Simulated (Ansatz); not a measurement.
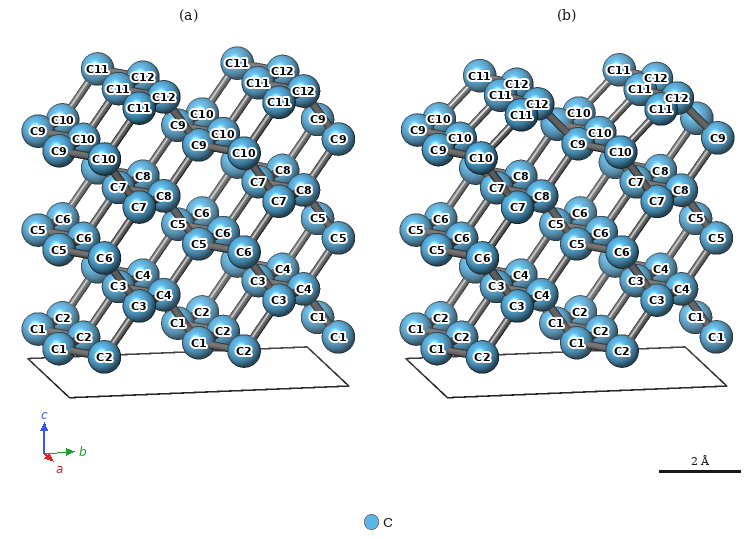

The structure of a slab of composition C (cut from the Fd-3m phase) before (left) and after (right) a constrained relaxation, at one scale.

The picture is a ball-and-stick view of the 2 × 2 repeat of the cell, outlined in the plane, without the vacuum, seen slightly off an axis.

Case: clean slab, lower half held. The slab is the (1 1 0) face of C. 6 atoms are held fixed.

Level of theory: DFT PBEsol, scalar-relativistic, plane waves, PAW (Ansatz). Settings: plane-wave cutoff 420 eV; k-point mesh 11 × 8 × 1; occupations gaussian; smearing width 0.05 eV; no spin polarisation; dipole correction; atoms relaxed in a fixed cell; force threshold 0.03 eV/Å; at most 70 steps.

Summarise the run.

The largest moves, 0.20 Å, are those of C11 and C12. C12 goes at 31° to the normal (−c side). The cell stays as it was. Near-neighbour distances that change, for instance: C11–C12 1.539 → 1.428 Å, C10–C11 1.539 → 1.473 Å, C7–C10 1.539 → 1.588 Å, C9–C10 1.539 → 1.500 Å. Bond angles that change, for instance: C12–C11–C12 109.5° → 123.3°, C7–C10–C11 109.5° → 100.0°, C9–C10–C9 109.5° → 113.8°. Over 5 accepted moves (6 points after the start) the energy falls by 0.873 eV per cell of the calculation. The largest force component goes from 4.4 to 0.011 eV/Å. The line search rejected the trial step at point 3 of the run.
